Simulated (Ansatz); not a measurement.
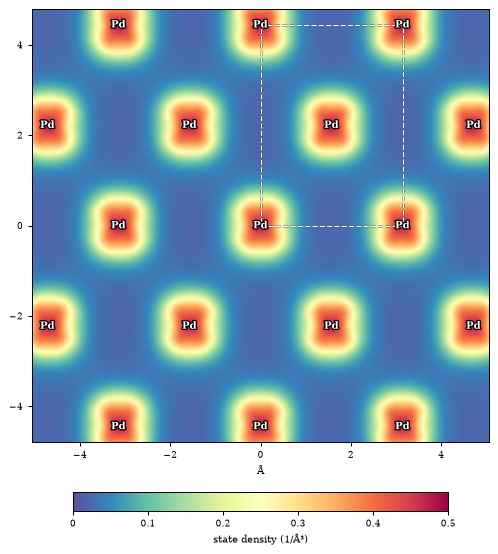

*Pd. Density of the Kohn–Sham states from −4.5 to −2.2 eV about the Fermi level (the middle third of the occupied valence band), scaled to one electron a cell: a map on the (011̄) plane of the conventional cell.*

Space group Im-3m. This isn't the usual form at ambient conditions. The cell comes from a database of computed structures, not from a measurement.

Level of theory: Ansatz, DFT PBE, scalar-relativistic, plane waves, PAW.

Core electrons are frozen (PAW), so the fields are smoothed inside the atomic spheres.

Input

```
crystal:
  lattice:
    - [-1.572281, 1.572281, 1.572281]
    - [1.572281, -1.572281, 1.572281]
    - [1.572281, 1.572281, -1.572281]
  atoms:
    - { symbol: Pd, position: [0.0, 0.0, 0.0] }
basis:
  ecutwfc: 500
  fft_grid_basis: typed
kpoints:
  mp_grid: { grid: [16, 16, 16] }
hamiltonian:
  xc: pbe
  pseudopotentials: { kind: paw }
scf:
  occupations: { method: gaussian, width: 0.05 }
  n_extra_bands: 6
output:
  forces: true
  stress: false
  eigenvalues: true
  bader: false
  write_density: false
  volumetric_format: npy
  band_densities:
    - { e_range: [-0.25, 0.25] }
    - { e_range: [-1.2, 0.0] }
    - { e_range: [0.0, 1.2] }
    - { e_range: [-6.78, -4.51] }
    - { e_range: [-4.51, -2.25] }
  dos:
    e_range: [-30, 8]
    de: 0.02
    method: { smearing: { sigma: 0.03, scheme: gaussian } }
    projected: { site_lists: { Pd: [Pd] } }
checkpoint:
  read: start.run
  write: ck
  compress: false
  write_wavefunctions: false
  write_every: 100000
```

Run with:

```sh
ansatz run input.yaml --threads 1 --pin off --max-ram 2560MiB --backend cpu --events-out ev --progress --plain --runs-dir out
```

The picture shows the conventional cell (a = 3.14 Å, b = 3.14 Å, c = 3.14 Å, α = 90.00°, β = 90.00°, γ = 90.00°).

Which atoms and orbitals make up these states?

Löwdin projections on the PAW files' atomic orbitals give Pd 4d (over 95 %).

Cost of the run: 4.7 s on 1 thread of Arm Neoverse N1 (shared host), peak memory 0.28 GiB.
